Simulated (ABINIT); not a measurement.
**Phonon bands calculation, with input and output: Sb (part 1 of 3)**

System: Sb (Im-3m, 1 atom in the cell).
Method: Kohn-Sham DFT of a periodic cell, PBE, JTH PAW PBE v2.0, no spin polarisation (ABINIT 10.8.3).

The structure derives from a Materials Project entry.

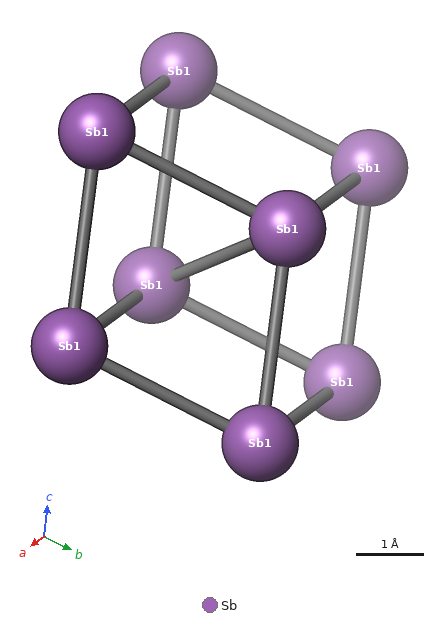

**Figure 1.** The input geometry (ball-and-stick view of the cell of the calculation, seen slightly off an axis; atoms are numbered from 1 in the order of the input). Near neighbours in the crystal (not all of them lie inside the picture): Sb has 8 Sb at 3.24 Å.

The input:
```
ndtset 4

pp_dirpath "./"
pseudos "Sb.GGA_PBE-JTH.xml"

acell 3*1.0
rprim
    -3.5363217609     3.5363217609     3.5363217609
     3.5363217609    -3.5363217609     3.5363217609
     3.5363217609     3.5363217609    -3.5363217609
ntypat 1
znucl 51
natom 1
typat 1
xred
            0.0            0.0            0.0

ecut 13.0
pawecutdg 26.0
pawxcdev 0

ngkpt 8 8 8
nshiftk 2
shiftk
     0.2500000000     0.2500000000     0.2500000000
    -0.2500000000    -0.2500000000    -0.2500000000

ixc 11

nband 16
occopt 3
tsmear 0.2 eV

nstep 80

prteig 0
prtebands 0
prtwf 0
prtden 0
prtpot 0

kptopt1 1
tolvrs1 1.0e-11
prtwf1 1
tolwfr1 1.0e-14
nbdbuf1 4
nline1 6

rfphon2 1
rfatpol2 1 1
rfdir2 1 1 1
getwfk2 1
kptopt2 2
nqpt2 1
qpt2 0.0 0.0 0.0
tolvrs2 1.0e-8

rfphon3 1
rfatpol3 1 1
rfdir3 1 1 1
getwfk3 1
kptopt3 3
nqpt3 1
qpt3 1/2 0.0 0.0
tolvrs3 1.0e-8

rfphon4 1
rfatpol4 1 1
rfdir4 1 1 1
getwfk4 1
kptopt4 3
nqpt4 1
qpt4 1/2 1/2 1/2
tolvrs4 1.0e-8
```

File mrgddb.in:
```
merged_DDB
Sb
4
runo_DS1_DDB
runo_DS2_DDB
runo_DS3_DDB
runo_DS4_DDB
```

File anaddb.abi:
```
ddb_filepath "merged_DDB"
output_file "anaddb.abo"
outdata_prefix "ana"
asr 2
chneut 0
dipdip 0
dieflag 0
enunit 0
ifcflag 1
brav 1
ngqpt 2 2 2
nqshft 1
q1shft 0.0 0.0 0.0
nqpath 6
ndivsm 6
qpath
     0.0000000000     0.0000000000     0.0000000000
     0.5000000000    -0.5000000000     0.5000000000
     0.0000000000     0.0000000000     0.5000000000
     0.0000000000     0.0000000000     0.0000000000
     0.2500000000     0.2500000000     0.2500000000
     0.5000000000    -0.5000000000     0.5000000000
prtdos 2
ng2qpt 20 20 20
dosdeltae 2.0e-5
```

Launched with:
```bash
mpirun --bind-to none -np 4 abinit run.abi > log 2>&1
mrgddb < mrgddb.in > mrgddb.log 2>&1
anaddb anaddb.abi > anaddb.log 2>&1
```

The program's output:
```
.Version 10.8.3 of ABINIT
 DATASET    1 : space group Im -3 m (#229); Bravais cI (body-center cubic)
================================================================================
 Values of the parameters that define the memory need for DATASET  1.
     intxc =       0    ionmov =       0      iscf =      17    lmnmax =      18
     lnmax =       6     mgfft =      20  mpssoang =       3    mqgrid =    3001
     natom =       1  nloc_mem =       2    nspden =       1   nspinor =       1
    nsppol =       1      nsym =      48    n1xccc =       1    ntypat =       1
    occopt =       3   xclevel =       2
       mpw =         406          nfft =        8000          nkpt =          40
 PAW method is used; the additional fine FFT grid is defined by:
   mgfftf=        30    nfftf =     27000
================================================================================
================================================================================

 DATASET    2 : space group Im -3 m (#229); Bravais cI (body-center cubic)
================================================================================
 Values of the parameters that define the memory need for DATASET  2 (RF).
     intxc =       0      iscf =       7    lmnmax =      18     lnmax =       6
     mgfft =      20  mpssoang =       3    mqgrid =    3001     natom =       1
  nloc_mem =       2    nspden =       1   nspinor =       1    nsppol =       1
      nsym =      48    n1xccc =       1    ntypat =       1    occopt =       3
   xclevel =       2
      nfft =        8000          nkpt =         512
================================================================================
================================================================================

 DATASET    3 : space group Im -3 m (#229); Bravais cI (body-center cubic)
================================================================================
 Values of the parameters that define the memory need for DATASET  3 (RF).
     intxc =       0      iscf =       7    lmnmax =      18     lnmax =       6
     mgfft =      24  mpssoang =       3    mqgrid =    3001     natom =       1
  nloc_mem =       2    nspden =       1   nspinor =       1    nsppol =       1
      nsym =      48    n1xccc =       1    ntypat =       1    occopt =       3
   xclevel =       2
      nfft =       13824          nkpt =        1024
================================================================================
================================================================================

 DATASET    4 : space group Im -3 m (#229); Bravais cI (body-center cubic)
================================================================================
 Values of the parameters that define the memory need for DATASET  4 (RF).
     intxc =       0      iscf =       7    lmnmax =      18     lnmax =       6
     mgfft =      24  mpssoang =       3    mqgrid =    3001     natom =       1
  nloc_mem =       2    nspden =       1   nspinor =       1    nsppol =       1
      nsym =      48    n1xccc =       1    ntypat =       1    occopt =       3
   xclevel =       2
      nfft =       13824          nkpt =        1024
================================================================================
================================================================================

--------------------------------------------------------------------------------
------------- Echo of variables that govern the present computation ------------
--------------------------------------------------------------------------------
 -outvars: echo values of preprocessed input variables --------
            acell      1.0000000000E+00  1.0000000000E+00  1.0000000000E+00 Bohr
              amu      1.21753000E+02
             ecut      1.30000000E+01 Hartree
           getwfk1          0
           getwfk2          1
           getwfk3          1
           getwfk4          1
             iscf1         17
             iscf2          7
             iscf3          7
             iscf4          7
              ixc          11
           jdtset        1    2    3    4
                       outvar_i_n : Printing only first  50 k-points.
           kptopt1          1
           kptopt2          2
           kptopt3          3
           kptopt4          3
         kptrlatt        8    0    8      0    8    8     -8   -8    0
          kptrlen      5.65811482E+01
            natom           1
            nband1         16
            nband2         16
            nband3         16
            nband4         16
           nbdbuf1          4
           nbdbuf2          2
           nbdbuf3          2
           nbdbuf4          2
           ndtset           4
            ngfft1         20      20      20
            ngfft2         20      20      20
            ngfft3         24      24      24
            ngfft4         24      24      24
          ngfftdg          30      30      30
             nkpt1         40
             nkpt2        512
             nkpt3       1024
             nkpt4       1024
            nline1          6
            nline2          4
            nline3          4
            nline4          4
             nqpt1          0
             nqpt2          1
             nqpt3          1
             nqpt4          1
            nstep          80
             nsym          48
           ntypat           1
                       prtocc : prtvol=0, do not print more k-points.
                       prtocc : prtvol=0, do not print more k-points.
                       prtocc : prtvol=0, do not print more k-points.
           occopt           3
        optdriver1          0
        optdriver2          1
        optdriver3          1
        optdriver4          1
        pawecutdg      2.60000000E+01 Hartree
         pawxcdev           0
           prtden           0
        prtebands           0
           prteig           0
            prtwf1          1
            prtwf2          0
            prtwf3          0
            prtwf4          0
              qpt1     0.00000000E+00  0.00000000E+00  0.00000000E+00
              qpt2     0.00000000E+00  0.00000000E+00  0.00000000E+00
              qpt3     5.00000000E-01  0.00000000E+00  0.00000000E+00
              qpt4     5.00000000E-01  5.00000000E-01  5.00000000E-01
           rfphon1          0
           rfphon2          1
           rfphon3          1
           rfphon4          1
            rprim     -3.5363217609E+00  3.5363217609E+00  3.5363217609E+00
                       3.5363217609E+00 -3.5363217609E+00  3.5363217609E+00
                       3.5363217609E+00  3.5363217609E+00 -3.5363217609E+00
           shiftk      5.00000000E-01  5.00000000E-01 -5.00000000E-01
          spgroup         229
           tolvrs1     1.00000000E-11
           tolvrs2     1.00000000E-08
           tolvrs3     1.00000000E-08
           tolvrs4     1.00000000E-08
           tolwfr1     1.00000000E-14
           tolwfr2     0.00000000E+00
           tolwfr3     0.00000000E+00
           tolwfr4     0.00000000E+00
           tsmear      7.34986444E-03 Hartree
            typat      1
           useylm           1
                       outvars : Printing only first  50 k-points.
            znucl       51.00000

================================================================================

 chkinp: Checking input parameters for consistency, jdtset=   1.

 chkinp: Checking input parameters for consistency, jdtset=   2.

 chkinp: Checking input parameters for consistency, jdtset=   3.

 chkinp: Checking input parameters for consistency, jdtset=   4.

================================================================================
== DATASET  1 ==================================================================

--- !DatasetInfo
iteration_state: {dtset: 1, }
dimensions: {natom: 1, nkpt: 40, mband: 16, nsppol: 1, nspinor: 1, nspden: 1, mpw: 406, }
cutoff_energies: {ecut:  13.0, pawecutdg:  26.0, }
electrons: {nelect:   1.50000000E+01, charge:   0.00000000E+00, occopt:   3.00000000E+00, tsmear:   7.34986444E-03, }
meta: {optdriver: 0, ionmov: 0, optcell: 0, iscf: 17, paral_kgb: 0, }
...

 Exchange-correlation functional for the present dataset will be:
  GGA: Perdew-Burke-Ernzerhof functional - ixc=11
  J.P.Perdew, K.Burke, M.Ernzerhof, PRL 77, 3865 (1996)

 Real(R)+Recip(G) space primitive vectors, cartesian coordinates (Bohr,Bohr^-1):
 R(1)= -3.5363218  3.5363218  3.5363218  G(1)=  0.0000000  0.1413898  0.1413898
 R(2)=  3.5363218 -3.5363218  3.5363218  G(2)=  0.1413898  0.0000000  0.1413898
 R(3)=  3.5363218  3.5363218 -3.5363218  G(3)=  0.1413898  0.1413898  0.0000000
 Unit cell volume ucvol=  1.7689490E+02 bohr^3
 Angles (23,13,12)=  1.09471221E+02  1.09471221E+02  1.09471221E+02 degrees

 Coarse grid specifications (used for wave-functions):

 getcut: wavevector=  0.0000  0.0000  0.0000  ngfft=  20  20  20
         ecut(hartree)=     13.000   => boxcut(ratio)=   2.01680

 Fine grid specifications (used for densities):

 getcut: wavevector=  0.0000  0.0000  0.0000  ngfft=  30  30  30
         ecut(hartree)=     26.000   => boxcut(ratio)=   2.13382

--- Pseudopotential description ------------------------------------------------
- pspini: atom type   1  psp file is ./Sb.GGA_PBE-JTH.xml
 Pseudopotential format is: paw10
 basis_size (lnmax)=  6 (lmn_size= 18), orbitals=   0   0   1   1   2   2
 Spheres core radius: rc_sph= 2.40089151
 Shapefunction is BESSEL type: shapef(r,l)=aa(1,l)*jl(q(1,l)*r)+aa(2,l)*jl(q(2,l)*r)
 Radius for shape functions =  2.00542650
 Compensation charge density is not taken into account in XC energy/potential

   3.83764456E+02                                ecore*ucvol(ha*bohr**3)
--------------------------------------------------------------------------------

================================================================================

--- !BeginCycle
iteration_state: {dtset: 1, }
solver: {iscf: 17, nstep: 80, nline: 6, wfoptalg: 10, }
tolerances: {tolwfr: 1.00E-14, tolvrs: 1.00E-11, }
...

     iter   Etot(hartree)      deltaE(h)  residm     nres2
 ETOT  1  -82.134887944134    -8.213E+01 7.370E+00 3.715E-01
 ETOT  2  -82.609371843592    -4.745E-01 1.134E-03 2.142E-01
 ETOT  3  -82.606754172926     2.618E-03 1.940E-03 3.955E-02
 ETOT  4  -82.606376212690     3.780E-04 6.649E-04 1.244E-03
 ETOT  5  -82.606396254527    -2.004E-05 2.225E-06 5.381E-05
 ETOT  6  -82.606394366811     1.888E-06 2.946E-06 1.969E-05
 ETOT  7  -82.606394380574    -1.376E-08 3.853E-08 1.652E-06
 ETOT  8  -82.606394347158     3.342E-08 1.750E-08 4.375E-08
 ETOT  9  -82.606394345788     1.370E-09 1.058E-09 2.740E-09
 ETOT 10  -82.606394345726     6.149E-11 5.837E-11 1.575E-10
 ETOT 11  -82.606394345722     4.320E-12 4.731E-12 4.389E-12
 ETOT 12  -82.606394345722    -2.984E-13 5.114E-13 1.809E-12
 ETOT 13  -82.606394345722     6.395E-13 3.590E-14 1.014E-13
 ETOT 14  -82.606394345722     1.563E-13 9.731E-15 1.190E-14

 At SCF step   14  max residual=  9.73E-15 < tolwfr=  1.00E-14 AND nres2   =  1.19E-14 < tolvrs=  1.00E-11 =>converged.

 Cartesian components of stress tensor (hartree/bohr^3)
  sigma(1 1)= -6.83136588E-05  sigma(3 2)=  0.00000000E+00
  sigma(2 2)= -6.83136588E-05  sigma(3 1)=  0.00000000E+00
  sigma(3 3)= -6.83136588E-05  sigma(2 1)=  0.00000000E+00

--- !ResultsGS
iteration_state: {dtset: 1, }
comment   : Summary of ground state results
lattice_vectors:
- [ -3.5363218,   3.5363218,   3.5363218, ]
- [  3.5363218,  -3.5363218,   3.5363218, ]
- [  3.5363218,   3.5363218,  -3.5363218, ]
lattice_lengths: [   6.12509,    6.12509,    6.12509, ]
lattice_angles: [109.471, 109.471, 109.471, ] # degrees, (23, 13, 12)
lattice_volume:   1.7689490E+02
convergence: {deltae:  1.563E-13, res2:  1.190E-14, residm:  9.731E-15, diffor: null, }
etotal    :  -8.26063943E+01
entropy   :   0.00000000E+00
fermie    :   3.06182610E-01
cartesian_stress_tensor: # hartree/bohr^3
- [ -6.83136588E-05,   0.00000000E+00,   0.00000000E+00, ]
- [  0.00000000E+00,  -6.83136588E-05,   0.00000000E+00, ]
- [  0.00000000E+00,   0.00000000E+00,  -6.83136588E-05, ]
pressure_GPa:   2.0099E+00
xred      :
- [  0.0000E+00,   0.0000E+00,   0.0000E+00, Sb]
cartesian_forces: # hartree/bohr
- [ -0.00000000E+00,  -0.00000000E+00,  -0.00000000E+00, ]
force_length_stats: {min:   0.00000000E+00, max:   0.00000000E+00, mean:   0.00000000E+00, }
...

 Integrated electronic density in atomic spheres:
 ------------------------------------------------
 Atom  Sphere_radius  Integrated_density
    1        2.40089         12.36554018

================================================================================

 ----iterations are completed or convergence reached----

 Mean square residual over all n,k,spin=   24.591E-16; max=  97.314E-16
 reduced coordinates (array xred) for    1 atoms
       0.000000000000      0.000000000000      0.000000000000
 rms dE/dt=  0.0000E+00; max dE/dt=  0.0000E+00; dE/dt below (all hartree)
    1       0.000000000000      0.000000000000      0.000000000000

 cartesian coordinates (angstrom) at end:
    1      0.00000000000000     0.00000000000000     0.00000000000000

 cartesian forces (hartree/bohr) at end:
    1     -0.00000000000000    -0.00000000000000    -0.00000000000000
 frms,max,avg= 0.0000000E+00 0.0000000E+00   0.000E+00  0.000E+00  0.000E+00 h/b

 cartesian forces (eV/Angstrom) at end:
    1     -0.00000000000000    -0.00000000000000    -0.00000000000000
 frms,max,avg= 0.0000000E+00 0.0000000E+00   0.000E+00  0.000E+00  0.000E+00 e/A
 length scales=  1.000000000000  1.000000000000  1.000000000000 bohr
              =  0.529177210544  0.529177210544  0.529177210544 angstroms
 Fermi (or HOMO) energy (hartree) =   0.30618   Average Vxc (hartree)=  -0.36775
 Eigenvalues (hartree) for nkpt=  40  k points:
 kpt#   1, nband= 16, wtk=  0.00781, kpt= -0.0312 -0.0312  0.0938 (reduced coord)
  -0.76739   -0.76739   -0.76710   -0.76472   -0.76472   -0.16725    0.47967    0.50782
   0.50782    0.68461    0.68461    0.74609    0.74883    0.75968    0.75968    0.81576
      occupation numbers for kpt#   1
   2.00000    2.00000    2.00000    2.00000    2.00000    2.00000    0.00000    0.00000
   0.00000    0.00000    0.00000    0.00000    0.00000    0.00000    0.00000    0.00000
 prteigrs : prtvol=0 or 1, do not print more k-points.

--- !EnergyTerms
iteration_state     : {dtset: 1, }
comment             : Components of total free energy in Hartree
kinetic             :  4.12275626588992E+00
hartree             :  2.11210554057211E+01
xc                  : -2.36082063968664E+00
Ewald energy        : -5.78869501633902E+01
psp_core            :  2.16944895789637E+00
local_psp           : -6.56384615410949E+01
PAW spherical_terms :  1.58699836042399E+01
internal            : -8.26029881104244E+01
'-kT*entropy'       : -3.40630465142489E-03
total_energy        : -8.26063944150759E+01
total_energy_eV     : -2.24783450481648E+03
...

--- !EnergyTermsDC
iteration_state     : {dtset: 1, }
comment             : '"Double-counting" decomposition of free energy'
band_energy         : -7.09323504522682E+00
Ewald energy        : -5.78869501633902E+01
psp_core            :  2.16944895789637E+00
xc_dc               : -2.07973708768317E+01
PAW spherical_terms :  1.00511908648217E+00
internal            : -8.26029880410702E+01
'-kT*entropy'       : -3.40630465142489E-03
total_energy_dc     : -8.26063943457216E+01
total_energy_dc_eV  : -2.24783450292925E+03
...

--- !EnergyTermsWithPAWCore
iteration_state     : {dtset: 1, }
comment             : 'Components of total free energy, including PAW core contributions'
Total energy        : -6.48159317300163E+03
Total energy DC     : -6.48159317293228E+03
Total energy (eV)   : -1.76373135319861E+05
Total energy DC (eV): -1.76373135317974E+05
...
```
